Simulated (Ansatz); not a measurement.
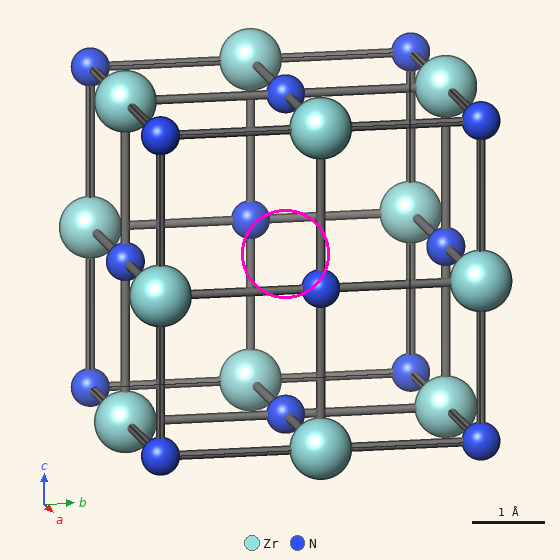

Ball-and-stick drawing of the structure, looking slightly off an axis. One supercell is framed, with atoms on its boundary repeated. The host is ZrN, in a cell of 8 sites, and the cell is neutral. A ring marks the defect's site.

### Which defect is modelled here, and what are its neighbours?

A zirconium vacancy. Around the empty site lie six N at about 2.3 Å.

The atoms were relaxed in the host's cell with DFT PBE, scalar-relativistic, plane waves, PAW in Ansatz.
